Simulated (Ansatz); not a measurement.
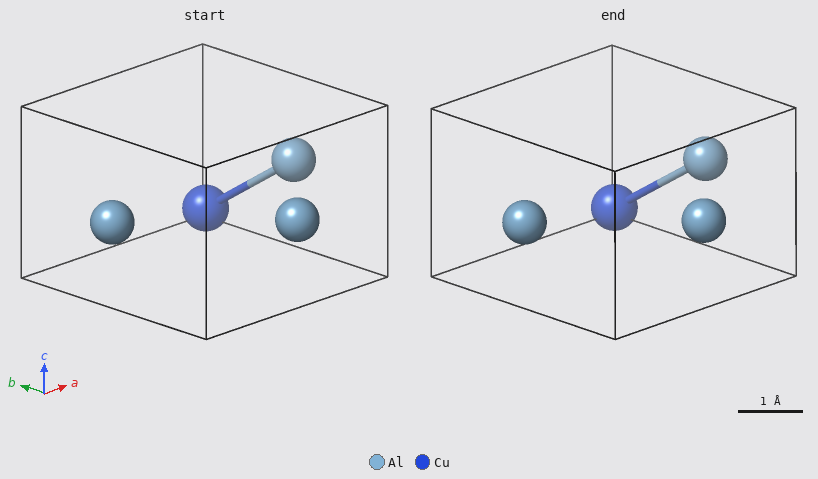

The structure of solid Al₂Cu (set up in P1) before (left) and after (right) a relaxation, at one scale.

The picture is a ball-and-stick view of the cell of the calculation, seen from a free direction.

Case: input fault: a relaxation cut at too few steps.

These are results of DFT r2SCAN, scalar-relativistic, plane waves, PAW (Ansatz 0.2.0), not measurements.

Input
```yaml
crystal:
  lattice:
    - [4.105182, 0.0, 0.0]
    - [0.0, 4.105182, 0.0]
    - [0.0, 0.0, 2.891313]
  atoms:
    - { symbol: Al, position: [0.5166496157, 0.0136165787, 0.5050751731] }
    - { symbol: Al, position: [0.0062199064, 0.5144214409, 0.4969152411] }
    - { symbol: Cu, position: [-0.0109561314, -0.0260262672, 0.0572405625] }
basis:
  ecutwfc: 500
kpoints:
  mp_grid: { grid: [6, 6, 8] }
hamiltonian:
  xc: r2scan
scf:
  occupations: { method: gaussian, width: 0.1 }
output:
  forces: true
  stress: true
  eigenvalues: true
relax:
  adjacent_minimum: "off"
  f_tol: 0.005
  max_steps: 2
  cell: { stress_tol: 0.05 }
```

Run as
```bash
ansatz run input.yaml --threads 1 --pin off --max-ram 2560MiB --backend cpu --events-out ev --progress --plain --runs-dir out
```

### Describe what moved and what it gained.

The relaxation stopped without meeting its thresholds, so the last structure isn't shown to be converged. It used up its limit of 2 steps. The atom that moves furthest relative to the cell is Al2 (0.053 Å roughly along [1 −2 2]). By element the largest moves are Al 0.053 Å, Cu 0.051 Å. The drawn cell changes as follows: a 4.105 → 4.102 Å (−0.1 %), b 4.105 → 4.091 Å (−0.4 %), c 2.891 → 2.826 Å (−2.3 %), α 90.0° → 89.4°, β 90.0° → 89.6°, γ 90.0° → 89.8°; the volume changes by −2.7 %. Some distances before and after: Al2–Cu3 2.748 → 2.611 Å, Al1–Cu3 2.696 → 2.587 Å, Al2–Cu3 (another image) 2.276 → 2.337 Å, Al1–Cu3 (another image) 2.337 → 2.384 Å. Among the angles between lasting bonds that change: Cu3–Al2–Cu3 168.7° → 172.6°, Cu3–Al2–Cu3 103.2° → 106.5°, Cu3–Al1–Cu3 103.9° → 107.1°. The space group stays P1 (No. 1). Over 1 geometry step the energy falls by 0.156 eV per cell of the calculation. The largest force component goes from 1.3 to 0.72 eV/Å. The pressure goes from 0.31 to 1.42 GPa.
